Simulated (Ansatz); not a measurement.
# Run report: InAs, geometry relaxation (part 2 of 3)

Continued. System: InAs (slab, 12 atoms in the cell). Method: DFT PBE, scalar-relativistic, plane waves, PAW, no spin polarisation (Ansatz 0.2.0); cutoff 420 eV, 8×6×1 k-mesh, Gaussian smearing of 0.1 eV. The structure derives from an entry of the Crystallography Open Database. It belongs to a series of runs on one base structure; here: (1 1 0) slab, atoms relaxed.

Geometry of the input (Å; fractional positions):
```
4.3747  0.0000  0.0000
0.0000  6.1868  0.0000
0.0000  0.0000  25.9367
In 0.5000  0.5000  0.2892
As 0.0000  0.2500  0.2892
In 0.0000  0.0000  0.3735
As 0.5000  0.7500  0.3735
In 0.5000  0.5000  0.4578
As 0.0000  0.2500  0.4578
In 0.0000  0.0000  0.5422
As 0.5000  0.7500  0.5422
In 0.5000  0.5000  0.6265
As 0.0000  0.2500  0.6265
In 0.0000  0.0000  0.7108
As 0.5000  0.7500  0.7108
```

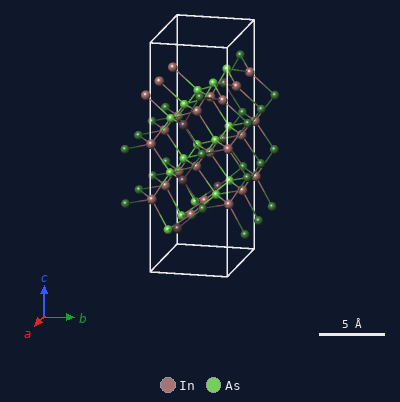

Fig. 1: The geometry at step 4 of the log (ball-and-stick view of the 2 × 1 repeat of the cell, with the vacuum cut short, seen slightly off an axis; neighbours outside the cell are drawn fainter).

## Output, continued
```
relax step   2: F+E_penalty+E_count = -62724.82126420 eV  Δ(F+E_penalty+E_count) = -7.176e-1 eV  max|allowed force component| = 6.881e-1 eV/Å  Δτ_max = 0.1949 Å  (6 SCF iters, dr2 threshold 6.51e-5 eV, accepted)
SCF iter   1: F=—  HF=-62725.200762 eV  |F-HF|=—  |Δ(HF+E_count)|=         —  Δρ=4.00e-3  dr2=7.86e-2  ethr=3.73e-4  p=-0.000 e·Å  D=-8.28e-5 V/Å  ΔV_dip=0.00 eV  dr2_dipole=3.74e-6  V_vac-E_F(+/−)=4.55/4.55 eV  ⟨swp⟩=4.5  Hψ=5368  notcnv=0  defer=199
efield: sawtooth ramp at fractional position 0.9800 (handed on by an earlier solve), width 0.0400; the density the first Hamiltonian is built on has a dipole p = -0.000 e·Å; the dipole correction subtracts the counter field D = -8.28e-5 V/Å, which shifts the + side's vacuum level by +0.00 eV against the − side's; the planar-averaged density in the ramp window peaks in size at 2.6e-7 e/Å³
preconditioner: auto → Resta (q_TF=auto, 2.150 Å⁻¹)  ε∞=2.2  [insulator: Δε(μ)=0.483 eV  Ē_g=13.324 eV  σ=0.100 eV  W_gap=1.00  n_scr=126 (ndim 8)  ℏωp=14.6 eV  f_vac=0.483  D(μ)=0.00/eV (n_scr^D=0)  ε∞_Penn≈2.2  vacuum switching on, ρ_ref=1.3e-2 e/Å³]
SCF iter   2: F=—  HF=-62725.188931 eV  |F-HF|=—  |Δ(HF+E_count)|=   1.18e-2  Δρ=1.83e-3  dr2=4.19e-2  ethr=4.68e-5  p=0.001 e·Å  D=2.58e-4 V/Å  ΔV_dip=-0.01 eV  dr2_dipole=2.09e-5  V_vac-E_F(+/−)=4.49/4.49 eV  ⟨swp⟩=2.0  Hψ=3371  notcnv=0  defer=206
SCF iter   3: F=—  HF=-62725.190498 eV  |F-HF|=—  |Δ(HF+E_count)|=   1.57e-3  Δρ=1.02e-3  dr2=5.35e-2  ethr=2.49e-5  p=-0.002 e·Å  D=-6.40e-4 V/Å  ΔV_dip=0.02 eV  dr2_dipole=1.58e-4  V_vac-E_F(+/−)=4.69/4.67 eV  ⟨swp⟩=2.0  Hψ=2116  notcnv=0  defer=206
SCF iter   4: F=—  HF=-62725.184885 eV  |F-HF|=—  |Δ(HF+E_count)|=   5.61e-3  Δρ=2.45e-4  dr2=7.47e-4  ethr=2.49e-5  p=0.003 e·Å  D=6.79e-4 V/Å  ΔV_dip=-0.02 eV  dr2_dipole=1.59e-4  V_vac-E_F(+/−)=4.60/4.62 eV  ⟨swp⟩=2.0  Hψ=2039  notcnv=0  defer=206
SCF iter   5: F=—  HF=-62725.185192 eV  |F-HF|=—  |Δ(HF+E_count)|=   3.06e-4  Δρ=1.40e-4  dr2=1.86e-3  ethr=4.44e-7  p=-0.008 e·Å  D=-2.03e-3 V/Å  ΔV_dip=0.05 eV  dr2_dipole=1.52e-3  V_vac-E_F(+/−)=4.64/4.59 eV  ⟨swp⟩=2.0  Hψ=2650  notcnv=0  defer=211
SCF iter   6: F=—  HF=-62725.184985 eV  |F-HF|=—  |Δ(HF+E_count)|=   2.06e-4  Δρ=7.39e-5  dr2=9.42e-5  ethr=4.44e-7  p=0.002 e·Å  D=3.93e-4 V/Å  ΔV_dip=-0.01 eV  dr2_dipole=5.09e-5  V_vac-E_F(+/−)=4.61/4.62 eV  ⟨swp⟩=2.0  Hψ=2060  notcnv=0  defer=211
SCF iter   7: F=-62725.184994 eV  HF=-62725.184993 eV  |F-HF|=1.66e-6  |Δ(HF+E_count)|=   7.24e-6  Δρ=2.80e-5  dr2=5.78e-6  ethr=1.76e-8  p=0.000 e·Å  D=3.99e-5 V/Å  ΔV_dip=-0.00 eV  dr2_dipole=1.97e-7  V_vac-E_F(+/−)=4.62/4.62 eV  ⟨swp⟩=18.9  Hψ=21320  notcnv=0
SCF 3 converged in 7 iterations: F = -62725.184994 eV  dr2 = 5.78e-6
relax step   3: F+E_penalty+E_count = -62725.18499428 eV  Δ(F+E_penalty+E_count) = -3.637e-1 eV  max|allowed force component| = 3.356e-1 eV/Å  Δτ_max = 0.1950 Å  (7 SCF iters, dr2 threshold 2.96e-5 eV, accepted)
SCF iter   1: F=—  HF=-62725.304256 eV  |F-HF|=—  |Δ(HF+E_count)|=         —  Δρ=3.75e-3  dr2=7.34e-2  ethr=3.99e-4  p=0.000 e·Å  D=3.99e-5 V/Å  ΔV_dip=-0.00 eV  dr2_dipole=1.18e-6  V_vac-E_F(+/−)=4.57/4.57 eV  ⟨swp⟩=4.6  Hψ=5312  notcnv=0  defer=174
efield: sawtooth ramp at fractional position 0.9800 (handed on by an earlier solve), width 0.0400; the density the first Hamiltonian is built on has a dipole p = 0.000 e·Å; the dipole correction subtracts the counter field D = 3.99e-5 V/Å, which shifts the + side's vacuum level by -0.00 eV against the − side's; the planar-averaged density in the ramp window peaks in size at 3.4e-7 e/Å³
preconditioner: auto → Resta (q_TF=auto, 2.150 Å⁻¹)  ε∞=2.2  [insulator: Δε(μ)=0.500 eV  Ē_g=13.336 eV  σ=0.100 eV  W_gap=1.00  n_scr=126 (ndim 8)  ℏωp=14.6 eV  f_vac=0.488  D(μ)=0.00/eV (n_scr^D=0)  ε∞_Penn≈2.2  vacuum switching on, ρ_ref=1.3e-2 e/Å³]
SCF iter   2: F=—  HF=-62725.294218 eV  |F-HF|=—  |Δ(HF+E_count)|=   1.00e-2  Δρ=1.63e-3  dr2=4.00e-2  ethr=4.37e-5  p=-0.001 e·Å  D=-1.50e-4 V/Å  ΔV_dip=0.00 eV  dr2_dipole=5.72e-6  V_vac-E_F(+/−)=4.48/4.48 eV  ⟨swp⟩=2.0  Hψ=3130  notcnv=0  defer=187
SCF iter   3: F=—  HF=-62725.293973 eV  |F-HF|=—  |Δ(HF+E_count)|=   2.45e-4  Δρ=1.00e-3  dr2=3.27e-2  ethr=2.38e-5  p=0.001 e·Å  D=2.48e-4 V/Å  ΔV_dip=-0.01 eV  dr2_dipole=2.33e-5  V_vac-E_F(+/−)=4.64/4.65 eV  ⟨swp⟩=2.0  Hψ=2085  notcnv=0  defer=187
SCF iter   4: F=—  HF=-62725.290881 eV  |F-HF|=—  |Δ(HF+E_count)|=   3.09e-3  Δρ=2.74e-4  dr2=8.01e-4  ethr=1.94e-5  p=-0.001 e·Å  D=-2.98e-4 V/Å  ΔV_dip=0.01 eV  dr2_dipole=2.57e-5  V_vac-E_F(+/−)=4.59/4.59 eV  ⟨swp⟩=2.0  Hψ=2023  notcnv=0  defer=187
SCF iter   5: F=—  HF=-62725.291060 eV  |F-HF|=—  |Δ(HF+E_count)|=   1.79e-4  Δρ=9.29e-5  dr2=4.41e-4  ethr=4.77e-7  p=0.004 e·Å  D=9.87e-4 V/Å  ΔV_dip=-0.03 eV  dr2_dipole=3.33e-4  V_vac-E_F(+/−)=4.59/4.62 eV  ⟨swp⟩=2.0  Hψ=3080  notcnv=0  defer=189
SCF iter   6: F=—  HF=-62725.291029 eV  |F-HF|=—  |Δ(HF+E_count)|=   3.09e-5  Δρ=6.90e-5  dr2=1.21e-4  ethr=2.63e-7  p=-0.002 e·Å  D=-5.22e-4 V/Å  ΔV_dip=0.01 eV  dr2_dipole=8.34e-5  V_vac-E_F(+/−)=4.61/4.60 eV  ⟨swp⟩=2.0  Hψ=2067  notcnv=0  defer=189
SCF iter   7: F=-62725.291023 eV  HF=-62725.291027 eV  |F-HF|=4.62e-6  |Δ(HF+E_count)|=   1.94e-6  Δρ=3.52e-5  dr2=1.16e-5  ethr=1.59e-8  p=-0.000 e·Å  D=-1.28e-4 V/Å  ΔV_dip=0.00 eV  dr2_dipole=4.05e-6  V_vac-E_F(+/−)=4.61/4.60 eV  ⟨swp⟩=17.9  Hψ=18751  notcnv=0
SCF 4 converged in 7 iterations: F = -62725.291023 eV  dr2 = 1.16e-5
relax step   4: F+E_penalty+E_count = -62725.29102281 eV  Δ(F+E_penalty+E_count) = -1.060e-1 eV  max|allowed force component| = 9.291e-2 eV/Å  Δτ_max = 0.1942 Å  (7 SCF iters, dr2 threshold 2.68e-5 eV, accepted)
SCF iter   1: F=—  HF=-62725.302256 eV  |F-HF|=—  |Δ(HF+E_count)|=         —  Δρ=1.51e-3  dr2=8.63e-3  ethr=8.02e-5  p=-0.000 e·Å  D=-1.28e-4 V/Å  ΔV_dip=0.00 eV  dr2_dipole=7.98e-6  V_vac-E_F(+/−)=4.60/4.60 eV  ⟨swp⟩=4.2  Hψ=4557  notcnv=0  defer=197
efield: sawtooth ramp at fractional position 0.9800 (handed on by an earlier solve), width 0.0400; the density the first Hamiltonian is built on has a dipole p = -0.000 e·Å; the dipole correction subtracts the counter field D = -1.28e-4 V/Å, which shifts the + side's vacuum level by +0.00 eV against the − side's; the planar-averaged density in the ramp window peaks in size at 4.2e-7 e/Å³
preconditioner: auto → Resta (q_TF=auto, 2.150 Å⁻¹)  ε∞=2.2  [insulator: Δε(μ)=0.488 eV  Ē_g=13.330 eV  σ=0.100 eV  W_gap=1.00  n_scr=126 (ndim 8)  ℏωp=14.6 eV  f_vac=0.487  D(μ)=0.00/eV (n_scr^D=0)  ε∞_Penn≈2.2  vacuum switching on, ρ_ref=1.3e-2 e/Å³]
SCF iter   2: F=—  HF=-62725.300401 eV  |F-HF|=—  |Δ(HF+E_count)|=   1.85e-3  Δρ=7.26e-4  dr2=2.03e-3  ethr=5.14e-6  p=0.001 e·Å  D=3.69e-4 V/Å  ΔV_dip=-0.01 eV  dr2_dipole=3.91e-5  V_vac-E_F(+/−)=4.60/4.61 eV  ⟨swp⟩=2.4  Hψ=3012  notcnv=0  defer=197
SCF iter   3: F=—  HF=-62725.300521 eV  |F-HF|=—  |Δ(HF+E_count)|=   1.20e-4  Δρ=1.76e-4  dr2=2.95e-3  ethr=1.21e-6  p=-0.009 e·Å  D=-2.34e-3 V/Å  ΔV_dip=0.06 eV  dr2_dipole=1.84e-3  V_vac-E_F(+/−)=4.64/4.58 eV  ⟨swp⟩=2.0  Hψ=2206  notcnv=0  defer=197  recentre
SCF iter   4: F=—  HF=-62725.300181 eV  |F-HF|=—  |Δ(HF+E_count)|=   3.40e-4  Δρ=8.70e-5  dr2=4.42e-4  ethr=1.21e-6  p=0.004 e·Å  D=1.05e-3 V/Å  ΔV_dip=-0.03 eV  dr2_dipole=3.42e-4  V_vac-E_F(+/−)=4.59/4.62 eV  ⟨swp⟩=2.0  Hψ=2082  notcnv=0  defer=197
SCF iter   5: F=—  HF=-62725.300104 eV  |F-HF|=—  |Δ(HF+E_count)|=   7.67e-5  Δρ=3.60e-5  dr2=3.90e-5  ethr=2.63e-7  p=-0.000 e·Å  D=-1.02e-4 V/Å  ΔV_dip=0.00 eV  dr2_dipole=5.09e-6  V_vac-E_F(+/−)=4.61/4.60 eV  ⟨swp⟩=1.6  Hψ=2059  notcnv=0  defer=197
SCF iter   6: F=—  HF=-62725.300103 eV  |F-HF|=—  |Δ(HF+E_count)|=   1.70e-6  Δρ=1.96e-5  dr2=6.38e-6  ethr=2.32e-8  p=0.000 e·Å  D=4.15e-5 V/Å  ΔV_dip=-0.00 eV  dr2_dipole=1.10e-7  V_vac-E_F(+/−)=4.61/4.61 eV  ⟨swp⟩=2.0  Hψ=2195  notcnv=0  defer=197
SCF iter   7: F=-62725.300103 eV  HF=-62725.300103 eV  |F-HF|=3.12e-7  |Δ(HF+E_count)|=   3.12e-7  Δρ=9.33e-6  dr2=4.69e-7  ethr=3.94e-10  p=0.000 e·Å  D=2.55e-5 V/Å  ΔV_dip=-0.00 eV  dr2_dipole=6.55e-10  V_vac-E_F(+/−)=4.61/4.61 eV  ⟨swp⟩=16.5  Hψ=17122  notcnv=0
SCF 5 converged in 7 iterations: F = -62725.300103 eV  dr2 = 4.69e-7
  greatest PAW one-centre occupation: 0.999 electrons in one spin orbital (limit 2), on the As atom at site 1 (counted from 0), in its partial waves of l = 2
relax step   5: F+E_penalty+E_count = -62725.30010314 eV  Δ(F+E_penalty+E_count) = -9.080e-3 eV  max|allowed force component| = 3.079e-2 eV/Å  Δτ_max = 0.0587 Å  (7 SCF iters, dr2 threshold 6.62e-7 eV, accepted)
SCF iter   1: F=—  HF=-62725.300715 eV  |F-HF|=—  |Δ(HF+E_count)|=         —  Δρ=3.61e-4  dr2=6.09e-4  ethr=2.44e-6  p=0.000 e·Å  D=2.55e-5 V/Å  ΔV_dip=-0.00 eV  dr2_dipole=3.55e-7  V_vac-E_F(+/−)=4.61/4.61 eV  ⟨swp⟩=3.0  Hψ=4140  notcnv=0  defer=197
efield: sawtooth ramp at fractional position 0.9800 (handed on by an earlier solve), width 0.0400; the density the first Hamiltonian is built on has a dipole p = 0.000 e·Å; the dipole correction subtracts the counter field D = 2.55e-5 V/Å, which shifts the + side's vacuum level by -0.00 eV against the − side's; the planar-averaged density in the ramp window peaks in size at 4.4e-7 e/Å³
preconditioner: auto → Resta (q_TF=auto, 2.150 Å⁻¹)  ε∞=2.2  [insulator: Δε(μ)=0.493 eV  Ē_g=13.332 eV  σ=0.100 eV  W_gap=1.00  n_scr=126 (ndim 8)  ℏωp=14.6 eV  f_vac=0.487  D(μ)=0.00/eV (n_scr^D=0)  ε∞_Penn≈2.2  vacuum switching on, ρ_ref=1.3e-2 e/Å³]
SCF iter   2: F=—  HF=-62725.300590 eV  |F-HF|=—  |Δ(HF+E_count)|=   1.24e-4  Δρ=1.72e-4  dr2=1.26e-4  ethr=3.63e-7  p=-0.000 e·Å  D=-7.68e-5 V/Å  ΔV_dip=0.00 eV  dr2_dipole=1.73e-6  V_vac-E_F(+/−)=4.61/4.61 eV  ⟨swp⟩=2.0  Hψ=3298  notcnv=0  defer=197
SCF iter   3: F=—  HF=-62725.300594 eV  |F-HF|=—  |Δ(HF+E_count)|=   3.15e-6  Δρ=4.86e-5  dr2=1.22e-4  ethr=7.50e-8  p=0.001 e·Å  D=3.57e-4 V/Å  ΔV_dip=-0.01 eV  dr2_dipole=4.36e-5  V_vac-E_F(+/−)=4.61/4.61 eV  ⟨swp⟩=2.0  Hψ=2278  notcnv=0  defer=197
SCF iter   4: F=—  HF=-62725.300587 eV  |F-HF|=—  |Δ(HF+E_count)|=   6.46e-6  Δρ=3.23e-5  dr2=7.84e-5  ethr=7.26e-8  p=-0.002 e·Å  D=-4.18e-4 V/Å  ΔV_dip=0.01 eV  dr2_dipole=5.54e-5  V_vac-E_F(+/−)=4.62/4.61 eV  ⟨swp⟩=2.0  Hψ=2084  notcnv=0  defer=197
SCF iter   5: F=—  HF=-62725.300548 eV  |F-HF|=—  |Δ(HF+E_count)|=   3.89e-5  Δρ=1.69e-5  dr2=1.43e-5  ethr=4.66e-8  p=-0.000 e·Å  D=-6.82e-5 V/Å  ΔV_dip=0.00 eV  dr2_dipole=1.33e-6  V_vac-E_F(+/−)=4.62/4.61 eV  ⟨swp⟩=2.0  Hψ=1956  notcnv=0  defer=197
SCF iter   6: F=—  HF=-62725.300547 eV  |F-HF|=—  |Δ(HF+E_count)|=   1.30e-6  Δρ=6.39e-6  dr2=6.99e-7  ethr=8.52e-9  p=-0.000 e·Å  D=-3.11e-5 V/Å  ΔV_dip=0.00 eV  dr2_dipole=2.20e-7  V_vac-E_F(+/−)=4.61/4.61 eV  ⟨swp⟩=2.0  Hψ=1994  notcnv=0  defer=197
SCF iter   7: F=-62725.300547 eV  HF=-62725.300547 eV  |F-HF|=2.16e-8  |Δ(HF+E_count)|=   8.72e-8  Δρ=2.98e-6  dr2=7.18e-8  ethr=5.95e-11  p=-0.000 e·Å  D=-8.83e-6 V/Å  ΔV_dip=0.00 eV  dr2_dipole=2.75e-9  V_vac-E_F(+/−)=4.61/4.61 eV  ⟨swp⟩=15.3  Hψ=15257  notcnv=0
SCF 6 converged in 7 iterations: F = -62725.300547 eV  dr2 = 7.18e-8
relax step   6: F+E_penalty+E_count = -62725.30054709 eV  Δ(F+E_penalty+E_count) = -4.439e-4 eV  max|allowed force component| = 6.618e-3 eV/Å  Δτ_max = 0.0134 Å  (7 SCF iters, accepted)
WARN: The output density's exchange-correlation potential varies sharply where the density is thin. Do not read a vacuum level from v_tot or v_xc, or from such a field of the output density. On a cell that repeats whose density bears no net charge and no dipole along the vacuum's axis use v_es (v_loc + v_h of the components); under efield.dipole_correction with no amplitude use v_es + v_field, which holds any external_charges[].barrier, or the levels of the report's work_function block, which leave it out; under a non-zero efield.amplitude the vacuum is tilted and has no level; on a cell that repeats and bears such a dipole with no correction it is tilted too, and efield.dipole_correction with no amplitude gives each side of its ramp a level where efield: is served; in a cell that repeats whose density bears a net charge (total_charge, or a fill off its count) it is curved and has none; of a slab under crystal.periodic whose density bears no net charge use v_es, which has a level on each side, short of where the two are joined; of another it falls or rises all the way out and has none; of a slab beside external_charges read slab_vacuum_level instead, which it has where they leave it neutral. The grid or the basis barely resolves most such structure, and the values can differ between equally converged runs; as a rule a tighter scf.convergence.dr2_threshold does not remove it. Where the density itself ripples (under the LDA too) a higher basis.ecutwfc lessens it. The files hold the spikes' plane waves up to the density's cutoff. Files: v_tot_of_output_density and the like, and their columns of v_z.tsv (output.write_potential); v_xc_of_output_density and the like, and their columns of v_comp_z.tsv (output.write_potential_components). Measured: with its Gaussian average of σ = 0.25 Å subtracted twice, the exchange-correlation potential is over 0.1 eV at 413 of the grid points where the equally averaged density (valence and model cores) is under 1e-3 e/Å³, and 0.370 eV at the most among them, at an averaged density of 1.0e-3 e/Å³. The input density's (outcome.potential() and, of a run that writes arrays, v_tot and v_xc) is over 0.1 eV, so measured, at 413 points of its own thin density, 0.370 eV at the most. See output.write_potential in the manual, Limitations
SCF converged after 7 iterations
Free energy (F): -62725.300547 eV
Harris-Foulkes:  -62725.300547 eV  (|F-HF|=2.16e-8)
Internal energy: -62725.300542 eV  (E = F + TS)
E sigma→0 (E₀):  -62725.300545 eV
Entropy (-TS):   -0.000005 eV (-0.000 meV/atom)
Fermi energy:    1.370759 eV
Dipole field:    D = 0.000029 V/Å  (p = 0.000112 e·Å, saw-weighted, corrected)
Work function:   Φ+ = 4.6132 eV   Φ− = 4.6140 eV
Levels:          The Fermi level and band energies are counted from a zero that moves with the ramp; work functions are not
--- Per-component energies (eV) ---
  E_band       = -2966.756559
  E_kinetic    = 2066.973111
  E_local      = -123573.406704  (includes V_loc(G=0)·N_el)
  E_nonlocal   = -1821.944987
  E_hartree    = 60925.963018
  E_xc         = -1761.882329
  E_vxc        = -1063.871734  (∫ρ·V_xc dr)
  E_paw        = -35939.580425  (= ΣΔE_a)
  E_vpaw       = -426.402197  (= ΣTr[D̂ρ^β])
  E_aug_tail   = 0.000205  (compensation charges beyond the density's cutoff)
  E_efield     = 0.000000  (sawtooth field / dipole correction)
  E_vefield    = -0.000000  (∫n·V_field dr)
  E_ewald      = 37378.577569
  E_smearing   = -0.000005  (= −TS)
  E_closure    = 0.000000  (closes the sum)
  Σ components = -62725.300547   (vs F -62725.300547, Δ=0.00e0)
--- Forces (eV/Å), atoms counted from 1 ---
  atom   1  In     0.00000000    -0.00104976    -0.00159368
  atom   2  As     0.00000000     0.00346443     0.00292463
  atom   3  In     0.00000000     0.00029662    -0.00616725
  atom   4  As     0.00000000    -0.00292491     0.00308315
  atom   5  In     0.00000000     0.00327740    -0.00320033
  atom   6  As     0.00000000    -0.00304692     0.00495925
  atom   7  In     0.00000000     0.00350694     0.00370768
  atom   8  As     0.00000000    -0.00305763    -0.00548702
  atom   9  In     0.00000000    -0.00002322     0.00661668
  atom  10  As     0.00000000    -0.00292318    -0.00359107
  atom  11  In     0.00000000    -0.00111107     0.00179218
  atom  12  As     0.00000000     0.00358682    -0.00305743
  max |Σ_I F_I| component: 1.32e-5 eV/Å
```
